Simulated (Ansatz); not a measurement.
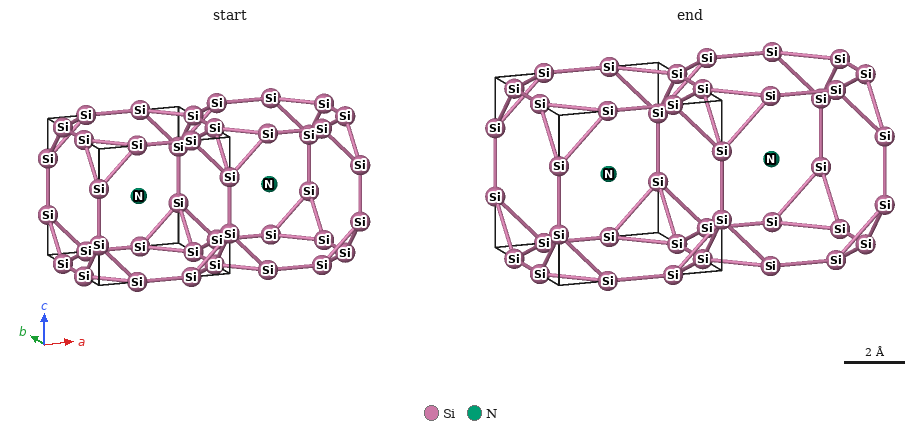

The structure of a crystal of Si₆N (a generated structure, set up in Pm-3m) (coarse preliminary run) before (left) and after (right) a relaxation, at one scale.

The picture is a ball-and-stick view of the cell of the calculation, repeated 2 × 1 × 1 with one cell outlined, seen slightly off an axis.

All numbers below come from Ansatz 0.2.0, DFT PBE, scalar-relativistic, plane waves, PAW. (plane-wave cutoff 420 eV; k-point mesh 4 × 4 × 4; occupations gaussian; smearing width 0.1 eV; collinear spin; cell and atoms relaxed; force threshold 0.04 eV/Å; at most 70 steps)

> What changed between the two?

The largest moves relative to the cell, 0.035 Å, are those of Si atoms. N stays in place. Cell: a = b = c 4.682 → 5.838 Å (+24.7 %). Volume +93.9 %. Among the contacts that change: Si–Si 2.744 → 3.492 Å, Si–Si 1.940 → 2.469 Å, Si–Si 1.938 → 2.346 Å. The space group stays Pm-3m (No. 221). Over 8 accepted moves (10 points after the start) the energy falls by 18.922 eV per cell of the calculation. Largest force component: 12 eV/Å at the start, 0.0065 eV/Å at the end. The pressure goes from 109.15 to 0.01 GPa. The SCF was repeated twice at an unchanged geometry on a basis and grid sized afresh for the cell, which shifted the energy by 0.602 eV per cell of the calculation at most.
